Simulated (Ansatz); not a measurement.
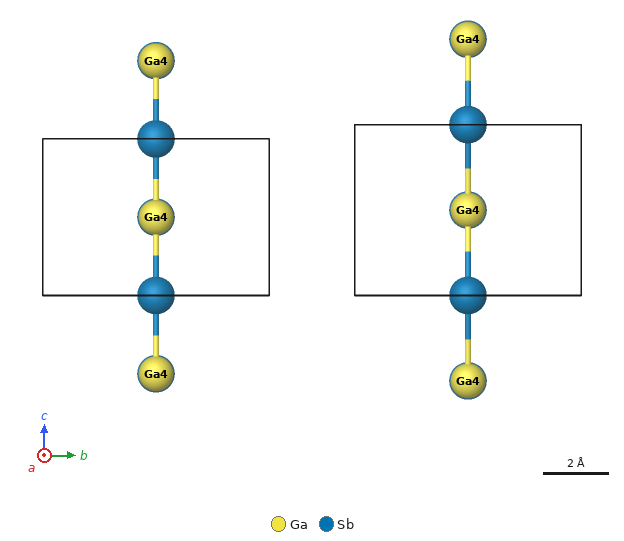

Two geometries of a wire of composition GaSb, drawn at one scale. One is the start of a relaxation, the other its converged end. A ball-and-stick model of the cell of the calculation, with the vacuum cut short, seen along the a axis.

All numbers below come from DFT PBE, scalar-relativistic, plane waves, PAW in Ansatz 0.2.0. Settings: plane-wave cutoff 420 eV; k-point mesh 1 × 1 × 13; occupations gaussian; smearing width 0.05 eV; collinear spin; cell relaxed at fixed a, b, alpha, beta, gamma; force threshold 0.01 eV/Å; at most 45 steps.

### Which one is relaxed?

The right one is the relaxed one. Case: ladder chain of atoms. The largest moves relative to the layer's centre, 0.28 Å, are those of Sb atoms. Largest moves by element: Sb 0.28 Å, Ga 0.16 Å. Along the periodic axis the drawn cell goes c 4.843 → 5.286 Å (+9.1 %). Some distances before and after: Ga–Sb 2.422 → 2.680 Å, Ga–Sb 2.543 → 2.661 Å. Bond angles that change, for instance: Sb–Ga–Sb 180.0° → 160.8°, Ga–Sb–Ga 180.0° → 160.8°, Sb–Ga–Sb 90.0° → 99.6°. The energy falls by 1.096 eV per cell of the calculation in 6 accepted moves (7 points after the start). Largest force component: 1.4 eV/Å at the start, 0.00044 eV/Å at the end. The SCF was repeated once at an unchanged geometry on a basis and grid sized afresh for the cell, which shifted the energy by 2.3 meV per cell of the calculation at most.

Limits of the set-up: the k-point mesh is coarse for a cell with partly filled bands.
